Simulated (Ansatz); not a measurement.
Ga: geometry relaxation (part 2 of 2)

The same run, continued: Ga (2 atoms in the cell); DFT, PBE, PAW with Ansatz's default frozen-core files, scalar-relativistic, no spin polarisation (Ansatz 0.2.0); cutoff 420 eV, 19×19×11 k-mesh, Fermi–Dirac smearing of 0.05 eV. The structure was built on a prototype by a generator; it need not be a known phase. Its volume is 0.42 times that of the source entry. It belongs to a series of runs on one base structure; here: hcp relaxed under pressure, PAW files.

Geometry of the input (Å; fractional positions):
```
2.2583  0.0000  0.0000
-1.1291  1.9557  0.0000
0.0000  0.0000  3.6584
Ga 0.3333  0.6667  0.2500
Ga 0.6667  0.3333  0.7500
```

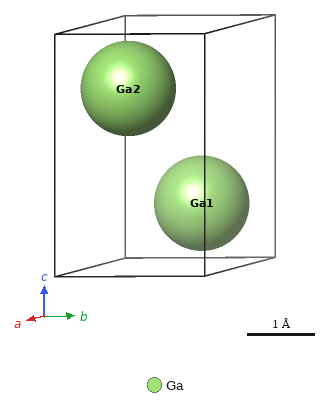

The geometry at step 2 of the log (spheres-only view of the cell of the calculation, seen at an oblique angle; atoms are numbered from 1 in the order of the input).

**What the program printed, continued**
```
SCF iter   1: F=—  HF=-7555.992026 eV  |F-HF|=—  |Δ(HF+E_count)|=         —  Δρ=7.74e-4  dr2=5.64e-5  ethr=2.19e-7  ⟨swp⟩=2.2  Hψ=24774  notcnv=0
preconditioner: auto → none  [metal: Δε(μ)=0.031 eV  Ē_g=23.480 eV  σ=0.050 eV  W_gap=0.15  n_scr=2 (ndim 8)  ℏωp=47.2 eV  f_vac=0.000  D(μ)=0.68/eV (n_scr^D=2)]
SCF iter   2: F=—  HF=-7555.992010 eV  |F-HF|=—  |Δ(HF+E_count)|=   1.66e-5  Δρ=2.86e-4  dr2=7.26e-6  ethr=2.17e-7  ⟨swp⟩=1.7  Hψ=5884  notcnv=0
SCF iter   3: F=—  HF=-7555.992009 eV  |F-HF|=—  |Δ(HF+E_count)|=   5.71e-7  Δρ=4.44e-5  dr2=1.58e-7  ethr=7.69e-10  ⟨swp⟩=6.0  Hψ=25255  notcnv=0
SCF iter   4: F=-7555.992009 eV  HF=-7555.992009 eV  |F-HF|=4.46e-8  |Δ(HF+E_count)|=   3.75e-8  Δρ=3.65e-5  dr2=6.65e-8  ethr=6.08e-10  ⟨swp⟩=6.2  Hψ=20928  notcnv=0
SCF 4 converged in 4 iterations: F = -7555.992009 eV  dr2 = 6.65e-8
relax step   4: F+E_penalty+E_count = -7555.99200901 eV  Δ(F+E_penalty+E_count) = +1.262e-1 eV  max|allowed force component| = 1.434e-16 eV/Å  Δτ_max = 0.0000 Å  P = +331.847 GPa  Ω = 16.087 Å³  energy of the carried Pulay correction = +1.955e-4 eV  (4 SCF iters, dr2 threshold 2.00e-7 eV, accepted)
Crystal: 2 atoms, lattice volume = 16.113 Å³
iter 1 solved again at ethr=2.43e-8 eV; its pass at ethr=3.10e-3 eV (dr2=6.31e-6 eV) is discarded
SCF iter   1: F=—  HF=-7556.045134 eV  |F-HF|=—  |Δ(HF+E_count)|=         —  Δρ=2.43e-4  dr2=5.93e-6  ethr=2.43e-8  ⟨swp⟩=2.2  Hψ=24097  notcnv=0
preconditioner: auto → none  [metal: Δε(μ)=0.026 eV  Ē_g=23.475 eV  σ=0.050 eV  W_gap=0.13  n_scr=2 (ndim 8)  ℏωp=47.2 eV  f_vac=0.000  D(μ)=0.68/eV (n_scr^D=2)]
SCF iter   2: F=—  HF=-7556.045131 eV  |F-HF|=—  |Δ(HF+E_count)|=   3.02e-6  Δρ=7.08e-5  dr2=5.30e-7  ethr=2.28e-8  ⟨swp⟩=2.3  Hψ=7109  notcnv=0
SCF iter   3: F=-7556.045130 eV  HF=-7556.045130 eV  |F-HF|=4.35e-8  |Δ(HF+E_count)|=   2.43e-7  Δρ=1.61e-5  dr2=2.80e-8  ethr=7.69e-10  ⟨swp⟩=7.0  Hψ=22026  notcnv=0
SCF 5 converged in 3 iterations: F = -7556.045130 eV  dr2 = 2.80e-8
relax step   5: F+E_penalty+E_count = -7556.04513026 eV  Δ(F+E_penalty+E_count) = -5.312e-2 eV  max|allowed force component| = 7.748e-17 eV/Å  Δτ_max = 0.0000 Å  P = +329.966 GPa  Ω = 16.113 Å³  energy of the carried Pulay correction = +1.210e-4 eV  (3 SCF iters, dr2 threshold 2.00e-7 eV, accepted)
Basis set: ecut = 420 eV, 313 PW (Γ), exchange–correlation on 30×30×50 points (8 copies of the dense FFT grid, shifted against one another)
Initial wavefunctions: pseudopotential atomic-orbital guess (no wavefunctions were taken with the density)
iter 1 solved again at ethr=5.49e-9 eV; its pass at ethr=3.10e-3 eV (dr2=1.43e-6 eV) is discarded
SCF iter   1: F=—  HF=-7556.045152 eV  |F-HF|=—  |Δ(HF+E_count)|=         —  Δρ=5.10e-4  dr2=9.31e-7  ethr=5.49e-9  ⟨swp⟩=4.7  Hψ=36408  notcnv=0
preconditioner: auto → none  [metal: Δε(μ)=0.026 eV  Ē_g=23.473 eV  σ=0.050 eV  W_gap=0.13  n_scr=2 (ndim 8)  ℏωp=47.2 eV  f_vac=0.000  D(μ)=0.68/eV (n_scr^D=2)]
SCF iter   2: F=—  HF=-7556.045184 eV  |F-HF|=—  |Δ(HF+E_count)|=   3.20e-5  Δρ=2.55e-4  dr2=2.47e-7  ethr=3.58e-9  ⟨swp⟩=2.1  Hψ=6839  notcnv=0
SCF iter   3: F=—  HF=-7556.045194 eV  |F-HF|=—  |Δ(HF+E_count)|=   9.52e-6  Δρ=4.10e-5  dr2=2.24e-8  ethr=9.50e-10  ⟨swp⟩=2.0  Hψ=6547  notcnv=0
SCF iter   4: F=-7556.045194 eV  HF=-7556.045194 eV  |F-HF|=4.72e-10  |Δ(HF+E_count)|=   1.94e-7  Δρ=1.98e-6  dr2=5.65e-11  ethr=1.00e-12  ⟨swp⟩=5.8  Hψ=25117  notcnv=0
SCF 6 converged in 4 iterations: F = -7556.045194 eV  dr2 = 5.65e-11
relax step   6: F+E_penalty+E_count = -7556.04519397 eV  Δ(F+E_penalty+E_count) = -6.371e-5 eV  max|allowed force component| = 7.748e-17 eV/Å  Δτ_max = 0.0000 Å  P = +329.973 GPa  Ω = 16.113 Å³  stress off target by 7.75e-2 GPa  SCF on the basis re-selected at this cell (its energy is not comparable with the rows above)  (4 SCF iters)
basis re-selected at this cell: Δ(F+E_penalty+E_count) = -6.371e-5 eV, ΔP = +0.007 GPa vs the last step (what re-selecting the basis moved, of the pressure what is left beyond the Pulay correction that the steps carried, after the strain that the cell walked since its last selection, with what the two solves' SCF thresholds leave and, on support functions, any second-order correction that the steps lacked; it is no measure of the basis error at this ecutwfc). The dense FFT grid was sized anew with the basis: this SCF ran on 15×15×25 points, the steps before it on 16×16×25, so part of this shift can come from that change (see relax.cell in the input reference). This SCF's stress stands 7.75e-2 GPa from its target on what of the cell is left free (relax.cell.stress_tol is 1.65e-1 GPa) and its largest allowed force component is 7.75e-17 eV/Å (relax.f_tol is 5.00e-3 eV/Å): within both
SCF converged after 4 iterations
Free energy (F): -7556.045194 eV
Harris-Foulkes:  -7556.045194 eV  (|F-HF|=4.72e-10)
Internal energy: -7556.039770 eV  (E = F + TS)
E sigma→0 (E₀):  -7556.042482 eV
Entropy (-TS):   -0.005424 eV (-2.712 meV/atom)
Fermi energy:    28.057984 eV
--- Per-component energies (eV) ---
  E_band       = 321.226487
  E_kinetic    = 264.660628
  E_local      = -2230.592045  (includes V_loc(G=0)·N_el)
  E_nonlocal   = 848.794228
  E_hartree    = 1188.163033
  E_xc         = -156.562112
  E_vxc        = -139.837242  (∫ρ·V_xc dr)
  E_paw        = -3964.729227  (= ΣΔE_a)
  E_vpaw       = -798.125320  (= ΣTr[D̂ρ^β])
  E_aug_tail   = -0.000288  (compensation charges beyond the density's cutoff)
  E_ewald      = -3505.773986
  E_smearing   = -0.005424  (= −TS)
  E_closure    = -0.000000  (closes the sum)
  Σ components = -7556.045194   (vs F -7556.045194, Δ=0.00e0)
--- Forces (eV/Å), atoms counted from 1 ---
  atom   1  Ga    -0.00000000    -0.00000000     0.00000000
  atom   2  Ga     0.00000000     0.00000000    -0.00000000
  max |Σ_I F_I| component: 4.63e-18 eV/Å
--- Stress (GPa, compression-positive) ---
      329.922499       0.000000       0.000000
        0.000000     329.922499      -0.000000
        0.000000      -0.000000     330.073979
  P = ⅓ Tr σ = 329.9730 GPa (3299.730 kbar)
--- Band table (eV; the first three rows and the last of 240) ---
  k-point 0: bands = ["6.9009", "8.4686", "9.7507", "9.9043", "9.9043", "10.0809", "10.0809", "10.4594", "10.4594", "11.1936", "11.1936", "17.2761", "21.7673", "46.4132", "47.1640", "47.1640", "48.4868"]
  k-point 1: bands = ["6.9932", "8.4830", "9.7424", "9.8928", "9.8928", "10.0689", "10.0689", "10.4895", "10.4895", "11.1874", "11.1874", "16.5310", "22.6722", "46.3926", "46.7644", "47.2636", "47.2636"]
  k-point 2: bands = ["7.2639", "8.5240", "9.7251", "9.8684", "9.8684", "10.0358", "10.0358", "10.5683", "10.5683", "11.1674", "11.1674", "15.0992", "24.5873", "43.7859", "46.5164", "47.5601", "47.5601"]
  k-point 239: bands = ["9.1851", "9.1967", "9.5029", "9.5959", "9.9773", "10.0170", "10.4280", "10.4863", "11.2207", "11.2450", "22.4836", "22.9691", "24.8984", "25.6411", "27.6296", "27.8328", "42.8996"]
--- Relaxed structure (5 steps of the walk, 5 accepted, 1 SCFs on fresh bases) ---
  F+E_penalty+E_count = -7556.04519397 eV   max|allowed force component| = 7.748e-17 eV/Å   (the final SCF, on the basis selected at the relaxed cell)
  cell:  # Å, volume = 16.1130 Å³
    - [2.233048324965806, 3.673735612392164e-33, -6.437101619372027e-33]
    - [-1.116524162482903, 1.9338765772986766, -2.3933901149496025e-33]
    - [-1.04281046233475e-32, -1.0497780155352048e-32, 3.7312025491041094]
  atoms:
    - { symbol: Ga, position: [0.33333333333333337, 0.6666666666666667, 0.25] }
    - { symbol: Ga, position: [0.6666666666666667, 0.33333333333333337, 0.75] }
```

**Trajectory as extended XYZ (Å, eV, eV/Å), 6 frames, from step=1 to step=6**
```
2
Lattice="2.2583 0.0000 0.0000 -1.1291 1.9557 0.0000 0.0000 0.0000 3.6584" Properties=species:S:1:pos:R:3:forces:R:3 step=1 energy=-7556.12316 pressure_GPa=326.72
Ga    0.0000    1.3038    0.9146    0.0000   0.0000   0.0000
Ga    1.1291    0.6519    2.7438    0.0000   0.0000   0.0000
2
Lattice="2.2499 0.0000 0.0000 -1.1249 1.9484 0.0000 0.0000 0.0000 3.6741" Properties=species:S:1:pos:R:3:forces:R:3 step=2 energy=-7556.02453 pressure_GPa=330.35
Ga    0.0000    1.2990    0.9185    0.0000   0.0000   0.0000
Ga    1.1249    0.6495    2.7556    0.0000   0.0000   0.0000
2
Lattice="2.2380 0.0000 0.0000 -1.1190 1.9382 0.0000 0.0000 0.0000 3.7228" Properties=species:S:1:pos:R:3:forces:R:3 step=3 energy=-7556.11821 pressure_GPa=327.34
Ga    0.0000    1.2921    0.9307    0.0000   0.0000   0.0000
Ga    1.1190    0.6461    2.7921    0.0000   0.0000   0.0000
2
Lattice="2.2317 0.0000 0.0000 -1.1159 1.9327 0.0000 0.0000 0.0000 3.7297" Properties=species:S:1:pos:R:3:forces:R:3 step=4 energy=-7555.99201 pressure_GPa=331.85
Ga    0.0000    1.2885    0.9324    0.0000   0.0000   0.0000
Ga    1.1159    0.6442    2.7972    0.0000   0.0000   0.0000
2
Lattice="2.2330 0.0000 0.0000 -1.1165 1.9339 0.0000 0.0000 0.0000 3.7312" Properties=species:S:1:pos:R:3:forces:R:3 step=5 energy=-7556.04513 pressure_GPa=329.97
Ga    0.0000    1.2893    0.9328    0.0000   0.0000   0.0000
Ga    1.1165    0.6446    2.7984    0.0000   0.0000   0.0000
2
Lattice="2.2330 0.0000 0.0000 -1.1165 1.9339 0.0000 0.0000 0.0000 3.7312" Properties=species:S:1:pos:R:3:forces:R:3 step=6 energy=-7556.04519 pressure_GPa=329.97
Ga    0.0000    1.2893    0.9328    0.0000   0.0000   0.0000
Ga    1.1165    0.6446    2.7984    0.0000   0.0000   0.0000
```

**Key numbers**

| quantity | value |
| --- | --- |
| outcome | converged |
| space group (tolerance 0.01 Å) | P6₃/mmc (194) |
| electrons treated | 26 |
| free energy | −7556.0452 eV |
| Fermi energy | 28.058 eV |
| pressure | 329.97 GPa |
| final volume | 16.11 Å³ |
| largest force (length of the vector) at the end | under 0.001 eV/Å |
| final cell | a = 2.233 Å, b = 2.233 Å, c = 3.731 Å, α = 90.00°, β = 90.00°, γ = 120.00° |
| hardware | 2 threads of Intel Xeon (Granite Rapids), 16 GiB of memory available, shared host |
| wall time | 7.3 s (CPU time 14 s) |
| peak memory | 0.42 GiB |

**Remarks**

The cell was relaxed to the target pressure of the input; what is minimised is then the enthalpy E + pV.
